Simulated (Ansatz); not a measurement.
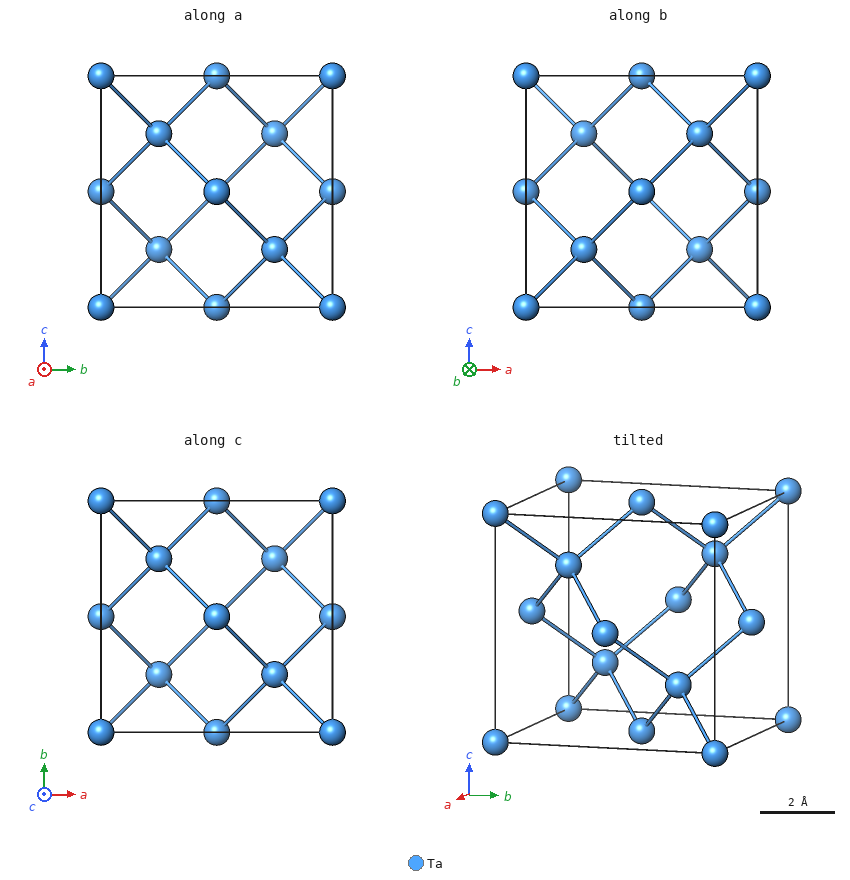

This ball-and-stick model is shown along the a axis, along the b axis, along the c axis and slightly off an axis. The lines enclose the conventional unit cell; boundary atoms appear with their images.

Lattice parameters: a = 6.3410 Å, b = 6.3410 Å, c = 6.3410 Å, α = 90.000°, β = 90.000°, γ = 90.000°.

Give the structure in the form of a CIF with its space group and independent sites.

Answer.
```cif
data_structure
_symmetry_space_group_name_H-M 'F d -3 m :1'
_symmetry_Int_Tables_number 227
_cell_length_a 6.3410
_cell_length_b 6.3410
_cell_length_c 6.3410
_cell_angle_alpha 90.000
_cell_angle_beta 90.000
_cell_angle_gamma 90.000
_cell_volume 254.96
loop_
_atom_site_label
_atom_site_type_symbol
_atom_site_symmetry_multiplicity
_atom_site_Wyckoff_symbol
_atom_site_fract_x
_atom_site_fract_y
_atom_site_fract_z
_atom_site_occupancy
Ta1 Ta 8 a 0.2500 0.7500 0.7500 1
```

The structure comes from a structure type filled with this element by a generator (whether the element takes this form wasn't checked). Earlier steps of the study may have refined or changed the cell and positions. It was run through Ansatz as a DFT input.

At this level of theory the cell isn't at rest (stretched, at -6 GPa), so its distances can differ from those at equilibrium, the more so the softer the solid.
